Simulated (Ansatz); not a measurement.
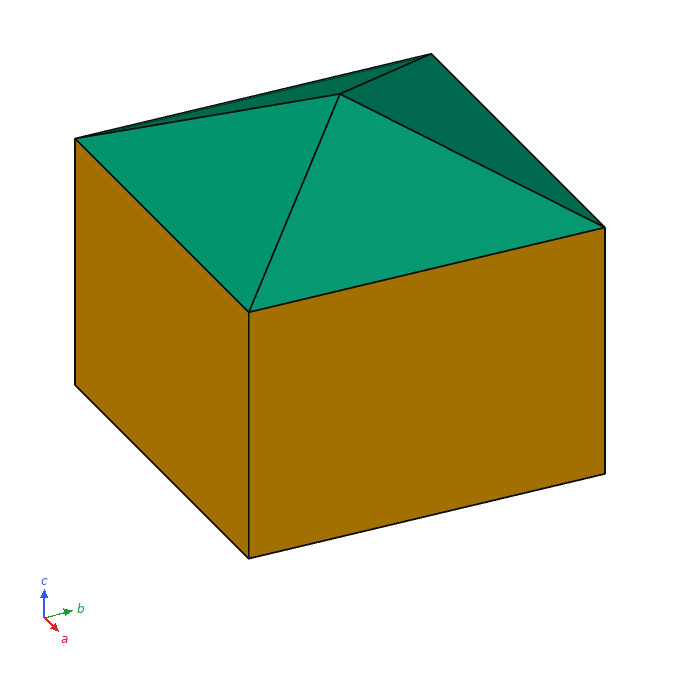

Crystal habit computed by the BFDH rule (growth rate of a face proportional to 1/d, systematic absences taken into account). This is a geometric estimate, not an energy calculation. Faces of one form share a colour. Cell of Ga: space group I4_1/amd (No. 141), a = 5.254 Å, b = 5.254 Å, c = 2.708 Å, α = 90.00°, β = 90.00°, γ = 90.00°. Source: the geometry relaxed with DFT r2SCAN, scalar-relativistic, plane waves, PAW (Ansatz); the starting structure was generated, so it need not be a known form of this composition. Forms under 0.4 % of the area are left out.

Question: Which form is which colour?

Answer: yellow: {200} (d = 2.63 Å, 56 % of the area); teal: {101} (d = 2.41 Å, 44 % of the area).
